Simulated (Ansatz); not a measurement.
# Geometry relaxation of TaN (part 1 of 3)

System: TaN (slab, 12 atoms in the cell).
Method: DFT PBEsol, scalar-relativistic, plane waves, PAW, no spin polarisation (Ansatz 0.2.0).

The structure derives from an entry of the Crystallography Open Database. The input holds or restrains some coordinates. Forces given for the steps count only the free coordinates. It belongs to a series of runs on one base structure; here: clean slab, lower half held. Figures and captions count atoms from 1; the log counts them from 0 in places.

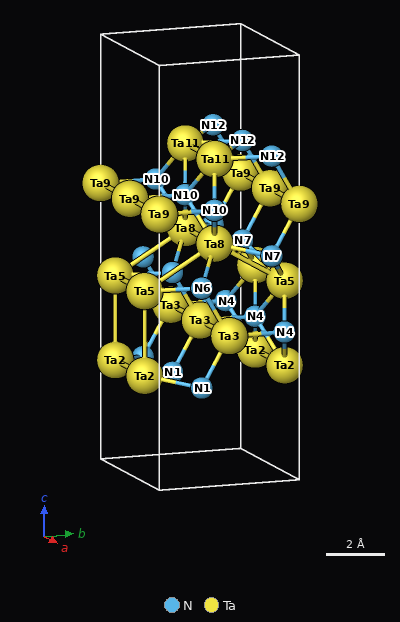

Figure 1. The starting structure (ball-and-stick view of the 2 × 1 repeat of the cell, with the vacuum cut short, seen slightly off an axis; atoms are numbered from 1 in the order of the input). An atom can appear more than once, as a periodic image.

**The input**
```yaml
crystal:
  lattice:
    - [2.8959972706, 0.0, 0.0]
    - [0.0, 5.1789208721, 0.0]
    - [0.0, 0.0, 25.013674995]
  atoms:
    - { symbol: "N", position: [0.0, 0.3033145292, 0.3398141217] }
    - { symbol: Ta, position: [0.5, 0.0, 0.3505791652] }
    - { symbol: Ta, position: [0.0, 0.5, 0.4103474991] }
    - { symbol: "N", position: [0.0, 0.8933709415, 0.4103474991] }
    - { symbol: Ta, position: [0.5, 0.0, 0.470115833] }
    - { symbol: "N", position: [0.0, 0.3033145292, 0.4808808765] }
    - { symbol: "N", position: [0.0, 0.8033145292, 0.5191191235] }
    - { symbol: Ta, position: [0.5, 0.5, 0.529884167] }
    - { symbol: Ta, position: [0.0, 0.0, 0.5896525009] }
    - { symbol: "N", position: [0.0, 0.3933709415, 0.5896525009] }
    - { symbol: Ta, position: [0.5, 0.5, 0.6494208348] }
    - { symbol: "N", position: [0.0, 0.8033145292, 0.6601858783] }
basis:
  ecutwfc: 420
kpoints:
  mp_grid: { grid: [10, 6, 1] }
hamiltonian:
  xc: pbesol
scf:
  occupations: { method: gaussian, width: 0.1 }
output:
  forces: true
  eigenvalues: true
relax:
  adjacent_minimum: "off"
  f_tol: 0.03
  max_steps: 70
  constraints: [{ sites: [0, 1, 2, 3, 4, 5] }]
efield:
  axis: 3
  dipole_correction: true
  ramp_width: 0.04
```

Machine: 2 threads of Intel Xeon (Granite Rapids), 192 GiB of memory available, shared host.

Run as:
```bash
ansatz run input.yaml --threads 2 --pin off --max-ram 5120MiB --backend cpu --events-out ev --progress --plain --runs-dir out
```

**Log**
```
Engine: ansatz 0.2.0, x86_64-unknown-linux-gnu
Pseudopotentials: kind: paw
Pseudopotential: N, paw, valence charge 5, recommended cutoff 420 eV (normal), N.paw.azcp
Pseudopotential: Ta, paw, valence charge 13, recommended cutoff 420 eV (normal), Ta.paw.azcp
Functional definition: PBEsol
  exchange = pbesol_x
  correlation = pbesol_c
Crystal: 12 atoms, lattice volume = 375.159 Å³
Basis set: ecut = 420 eV, 7299 PW (Γ), exchange–correlation on 40×72×360 points (8 copies of the dense FFT grid, shifted against one another)
Bands: 66, of which v1, the nominal top of the filled ones, is band 54 counted from 1 (53 counted from 0)
Symmetry: 2 space group operations
k-points: 24 of 60 (time reversal used)
Non-local potential: N, projectors of the file, l = 0: 2, l = 1: 2, l = 2: 1
Non-local potential: Ta, projectors of the file, l = 0: 3, l = 1: 2, l = 2: 2, l = 3: 1
PAW form: soft (Blöchl's): semilocal exchange-correlation on the pseudo side does not see the compensation charge
PAW frozen core: N, regenerated for the run's functional, and the local potential with it (the file was generated under x = pbe(κ = 0.804, μ = 0.2195149727645171), c = pbe(β = 0.06672455060314922))
PAW frozen core: Ta, regenerated for the run's functional, and the local potential with it (the file was generated under x = pbe(κ = 0.804, μ = 0.2195149727645171), c = pbe(β = 0.06672455060314922))
PAW one-centre angular grid: N, 110 points (default); XC on 64 Gauss nodes
PAW one-centre angular grid: Ta, 590 points (default); XC on 64 Gauss nodes
Initial density: superposition of atomic densities (neutral atoms: chi_scale 0, normalization atom), corrected by the library's trained network
Initial wavefunctions: pseudopotential atomic-orbital guess
Functional: x = pbesol(κ = 0.804, μ = 0.12345679012345678), c = pbesol(β = 0.046)
SCF iter   1: F=—  HF=-61118.148638 eV  |F-HF|=—  |Δ(HF+E_count)|=         —  Δρ=1.09e-2  dr2=1.83e0  ethr=1.77e-3  p=0.000 e·Å  D=1.78e-13 V/Å  ΔV_dip=-0.00 eV  dr2_dipole=3.46e-6  V_vac-E_F(+/−)=5.06/5.06 eV  ⟨swp⟩=9.4  Hψ=8282  notcnv=0
efield: sawtooth ramp at fractional position 0.9800 (placed from the atoms, in the widest stretch of the axis that holds none; the zero of the levels goes with the place), width 0.0400; the density the first Hamiltonian is built on has a dipole p = 0.000 e·Å; the dipole correction subtracts the counter field D = 1.78e-13 V/Å, which shifts the + side's vacuum level by -0.00 eV against the − side's; the planar-averaged density in the ramp window peaks in size at 1.6e-5 e/Å³
preconditioner: auto → LDOS  [metal: Δε(μ)=0.020 eV  Ē_g=8.371 eV  σ=0.100 eV  W_gap=0.11  n_scr=52 (ndim 8)  ℏωp=14.8 eV  f_vac=0.559  D(μ)=9.93/eV (n_scr^D=52)  β→1.0]
SCF iter   2: F=—  HF=-61118.013819 eV  |F-HF|=—  |Δ(HF+E_count)|=   1.35e-1  Δρ=5.52e-3  dr2=1.71e-1  ethr=1.70e-3  p=-0.000 e·Å  D=-1.13e-5 V/Å  ΔV_dip=0.00 eV  dr2_dipole=2.65e-6  V_vac-E_F(+/−)=4.68/4.68 eV  ⟨swp⟩=2.5  Hψ=2316  notcnv=0  defer=121
SCF iter   3: F=—  HF=-61118.009613 eV  |F-HF|=—  |Δ(HF+E_count)|=   4.21e-3  Δρ=2.25e-3  dr2=3.46e-2  ethr=1.58e-4  p=-0.000 e·Å  D=-1.15e-6 V/Å  ΔV_dip=0.00 eV  dr2_dipole=1.29e-7  V_vac-E_F(+/−)=4.70/4.70 eV  ⟨swp⟩=2.2  Hψ=2657  notcnv=0  defer=124
SCF iter   4: F=—  HF=-61118.002957 eV  |F-HF|=—  |Δ(HF+E_count)|=   6.66e-3  Δρ=8.03e-4  dr2=3.09e-3  ethr=3.20e-5  p=0.000 e·Å  D=3.37e-7 V/Å  ΔV_dip=-0.00 eV  dr2_dipole=1.49e-8  V_vac-E_F(+/−)=4.65/4.65 eV  ⟨swp⟩=2.3  Hψ=2497  notcnv=0  defer=124
SCF iter   5: F=—  HF=-61118.003521 eV  |F-HF|=—  |Δ(HF+E_count)|=   5.64e-4  Δρ=4.13e-4  dr2=4.92e-4  ethr=2.86e-6  p=-0.000 e·Å  D=-2.97e-8 V/Å  ΔV_dip=0.00 eV  dr2_dipole=8.48e-10  V_vac-E_F(+/−)=4.64/4.64 eV  ⟨swp⟩=2.5  Hψ=2604  notcnv=0  defer=122
SCF iter   6: F=—  HF=-61118.003793 eV  |F-HF|=—  |Δ(HF+E_count)|=   2.71e-4  Δρ=2.26e-4  dr2=1.07e-4  ethr=4.56e-7  p=-0.000 e·Å  D=-1.61e-7 V/Å  ΔV_dip=0.00 eV  dr2_dipole=4.10e-10  V_vac-E_F(+/−)=4.63/4.63 eV  ⟨swp⟩=2.0  Hψ=2082  notcnv=0  defer=122
SCF iter   7: F=—  HF=-61118.003891 eV  |F-HF|=—  |Δ(HF+E_count)|=   9.80e-5  Δρ=1.02e-4  dr2=1.89e-5  ethr=2.08e-8  p=-0.000 e·Å  D=-2.30e-7 V/Å  ΔV_dip=0.00 eV  dr2_dipole=3.68e-10  V_vac-E_F(+/−)=4.63/4.63 eV  ⟨swp⟩=15.2  Hψ=9478  notcnv=0
SCF iter   8: F=-61118.003921 eV  HF=-61118.003918 eV  |F-HF|=2.80e-6  |Δ(HF+E_count)|=   2.77e-5  Δρ=4.02e-5  dr2=4.51e-6  ethr=1.75e-8  p=-0.000 e·Å  D=-1.25e-7 V/Å  ΔV_dip=0.00 eV  dr2_dipole=2.81e-11  V_vac-E_F(+/−)=4.63/4.63 eV  ⟨swp⟩=7.6  Hψ=6481  notcnv=0
SCF 1 converged in 8 iterations: F = -61118.003921 eV  dr2 = 4.51e-6
  greatest PAW one-centre occupation: 1.000 electrons in one spin orbital (limit 2), on the Ta atom at site 8 (counted from 0), in its partial waves of l = 0
relax step   1: F+E_penalty+E_count = -61118.00392128 eV  Δ(F+E_penalty+E_count) = +0.000e0 eV  max|allowed force component| = 3.702e0 eV/Å  Δτ_max = 0.0000 Å  (8 SCF iters, dr2 threshold 2.25e-5 eV, accepted)
Initial density: handed on by an earlier stage of this run
Initial wavefunctions: those handed on with the density
iter 1 solved again at ethr=1.10e-3 eV; its pass at ethr=3.10e-3 eV (dr2=1.19e0 eV) is discarded
SCF iter   1: F=—  HF=-61118.714277 eV  |F-HF|=—  |Δ(HF+E_count)|=         —  Δρ=1.10e-2  dr2=7.57e-1  ethr=1.10e-3  p=0.000 e·Å  D=1.61e-7 V/Å  ΔV_dip=-0.00 eV  dr2_dipole=2.03e-1  V_vac-E_F(+/−)=4.61/4.61 eV  ⟨swp⟩=1.5  Hψ=5660  notcnv=0  defer=120
efield: sawtooth ramp at fractional position 0.9800 (handed on by an earlier solve), width 0.0400; the density the first Hamiltonian is built on has a dipole p = 0.000 e·Å; the dipole correction subtracts the counter field D = 1.61e-7 V/Å, which shifts the + side's vacuum level by -0.00 eV against the − side's; the planar-averaged density in the ramp window peaks in size at 5.7e-6 e/Å³
preconditioner: auto → LDOS  [metal: Δε(μ)=0.008 eV  Ē_g=8.531 eV  σ=0.100 eV  W_gap=0.04  n_scr=52 (ndim 8)  ℏωp=14.8 eV  f_vac=0.562  D(μ)=6.76/eV (n_scr^D=36)  β→1.0]
SCF iter   2: F=—  HF=-61118.644426 eV  |F-HF|=—  |Δ(HF+E_count)|=   6.99e-2  Δρ=5.55e-3  dr2=1.46e-1  ethr=7.01e-4  p=0.018 e·Å  D=8.74e-3 V/Å  ΔV_dip=-0.22 eV  dr2_dipole=4.71e-3  V_vac-E_F(+/−)=4.41/4.63 eV  ⟨swp⟩=3.0  Hψ=2666  notcnv=0  defer=121
SCF iter   3: F=—  HF=-61118.624606 eV  |F-HF|=—  |Δ(HF+E_count)|=   1.98e-2  Δρ=1.86e-3  dr2=1.93e-2  ethr=1.35e-4  p=0.010 e·Å  D=5.03e-3 V/Å  ΔV_dip=-0.13 eV  dr2_dipole=1.18e-3  V_vac-E_F(+/−)=4.51/4.63 eV  ⟨swp⟩=2.5  Hψ=2678  notcnv=0  defer=121
SCF iter   4: F=—  HF=-61118.622689 eV  |F-HF|=—  |Δ(HF+E_count)|=   1.92e-3  Δρ=8.84e-4  dr2=2.57e-3  ethr=1.79e-5  p=0.010 e·Å  D=4.66e-3 V/Å  ΔV_dip=-0.12 eV  dr2_dipole=4.08e-5  V_vac-E_F(+/−)=4.52/4.63 eV  ⟨swp⟩=2.7  Hψ=2726  notcnv=0  defer=120
SCF iter   5: F=—  HF=-61118.622885 eV  |F-HF|=—  |Δ(HF+E_count)|=   1.96e-4  Δρ=4.79e-4  dr2=5.69e-4  ethr=2.38e-6  p=0.008 e·Å  D=4.03e-3 V/Å  ΔV_dip=-0.10 eV  dr2_dipole=1.01e-6  V_vac-E_F(+/−)=4.53/4.63 eV  ⟨swp⟩=2.2  Hψ=2165  notcnv=0  defer=120
SCF iter   6: F=—  HF=-61118.623252 eV  |F-HF|=—  |Δ(HF+E_count)|=   3.68e-4  Δρ=2.22e-4  dr2=3.03e-4  ethr=5.27e-7  p=0.006 e·Å  D=2.97e-3 V/Å  ΔV_dip=-0.07 eV  dr2_dipole=6.60e-5  V_vac-E_F(+/−)=4.56/4.63 eV  ⟨swp⟩=2.1  Hψ=2432  notcnv=0  defer=120
SCF iter   7: F=-61118.623268 eV  HF=-61118.623277 eV  |F-HF|=8.83e-6  |Δ(HF+E_count)|=   2.42e-5  Δρ=6.85e-5  dr2=3.08e-5  ethr=9.26e-8  p=0.006 e·Å  D=2.69e-3 V/Å  ΔV_dip=-0.07 eV  dr2_dipole=9.33e-6  V_vac-E_F(+/−)=4.56/4.63 eV  ⟨swp⟩=17.2  Hψ=9694  notcnv=0
SCF 2 converged in 7 iterations: F = -61118.623268 eV  dr2 = 3.08e-5
  greatest PAW one-centre occupation: 1.000 electrons in one spin orbital (limit 2), on the Ta atom at site 2 (counted from 0), in its partial waves of l = 0
relax step   2: F+E_penalty+E_count = -61118.62326776 eV  Δ(F+E_penalty+E_count) = -6.193e-1 eV  max|allowed force component| = 1.070e0 eV/Å  Δτ_max = 0.1947 Å  (7 SCF iters, dr2 threshold 1.00e-4 eV, accepted)
SCF iter   1: F=—  HF=-61118.691883 eV  |F-HF|=—  |Δ(HF+E_count)|=         —  Δρ=4.55e-3  dr2=1.16e-1  ethr=1.84e-3  p=0.006 e·Å  D=2.69e-3 V/Å  ΔV_dip=-0.07 eV  dr2_dipole=3.18e-2  V_vac-E_F(+/−)=4.56/4.63 eV  ⟨swp⟩=4.2  Hψ=3141  notcnv=0  defer=119
efield: sawtooth ramp at fractional position 0.9800 (handed on by an earlier solve), width 0.0400; the density the first Hamiltonian is built on has a dipole p = 0.006 e·Å; the dipole correction subtracts the counter field D = 2.69e-3 V/Å, which shifts the + side's vacuum level by -0.07 eV against the − side's; the planar-averaged density in the ramp window peaks in size at 5.3e-6 e/Å³
preconditioner: auto → LDOS  [metal: Δε(μ)=0.025 eV  Ē_g=8.559 eV  σ=0.100 eV  W_gap=0.14  n_scr=52 (ndim 8)  ℏωp=14.8 eV  f_vac=0.564  D(μ)=6.65/eV (n_scr^D=36)  β→1.0]
SCF iter   2: F=—  HF=-61118.681264 eV  |F-HF|=—  |Δ(HF+E_count)|=   1.06e-2  Δρ=2.07e-3  dr2=2.39e-2  ethr=1.07e-4  p=0.013 e·Å  D=6.28e-3 V/Å  ΔV_dip=-0.16 eV  dr2_dipole=3.35e-3  V_vac-E_F(+/−)=4.50/4.65 eV  ⟨swp⟩=2.3  Hψ=2600  notcnv=0  defer=119
SCF iter   3: F=—  HF=-61118.677815 eV  |F-HF|=—  |Δ(HF+E_count)|=   3.45e-3  Δρ=8.76e-4  dr2=3.69e-3  ethr=2.22e-5  p=0.009 e·Å  D=4.35e-3 V/Å  ΔV_dip=-0.11 eV  dr2_dipole=5.42e-7  V_vac-E_F(+/−)=4.54/4.65 eV  ⟨swp⟩=2.5  Hψ=2424  notcnv=0  defer=119
SCF iter   4: F=—  HF=-61118.677150 eV  |F-HF|=—  |Δ(HF+E_count)|=   6.65e-4  Δρ=2.15e-4  dr2=1.51e-4  ethr=3.42e-6  p=0.009 e·Å  D=4.39e-3 V/Å  ΔV_dip=-0.11 eV  dr2_dipole=7.90e-8  V_vac-E_F(+/−)=4.54/4.65 eV  ⟨swp⟩=2.8  Hψ=2471  notcnv=0  defer=119
SCF iter   5: F=—  HF=-61118.677211 eV  |F-HF|=—  |Δ(HF+E_count)|=   6.06e-5  Δρ=1.09e-4  dr2=5.13e-5  ethr=6.62e-8  p=0.009 e·Å  D=4.20e-3 V/Å  ΔV_dip=-0.11 eV  dr2_dipole=1.94e-6  V_vac-E_F(+/−)=4.54/4.65 eV  ⟨swp⟩=16.2  Hψ=9991  notcnv=0
SCF iter   6: F=-61118.677212 eV  HF=-61118.677219 eV  |F-HF|=7.52e-6  |Δ(HF+E_count)|=   8.34e-6  Δρ=4.67e-5  dr2=1.45e-5  ethr=4.75e-8  p=0.008 e·Å  D=4.05e-3 V/Å  ΔV_dip=-0.10 eV  dr2_dipole=3.80e-6  V_vac-E_F(+/−)=4.55/4.65 eV  ⟨swp⟩=8.2  Hψ=7194  notcnv=0
SCF 3 converged in 6 iterations: F = -61118.677212 eV  dr2 = 1.45e-5
relax step   3: F+E_penalty+E_count = -61118.67721156 eV  Δ(F+E_penalty+E_count) = -5.394e-2 eV  max|allowed force component| = 3.894e-1 eV/Å  Δτ_max = 0.0695 Å  (6 SCF iters, dr2 threshold 7.15e-5 eV, accepted)
```
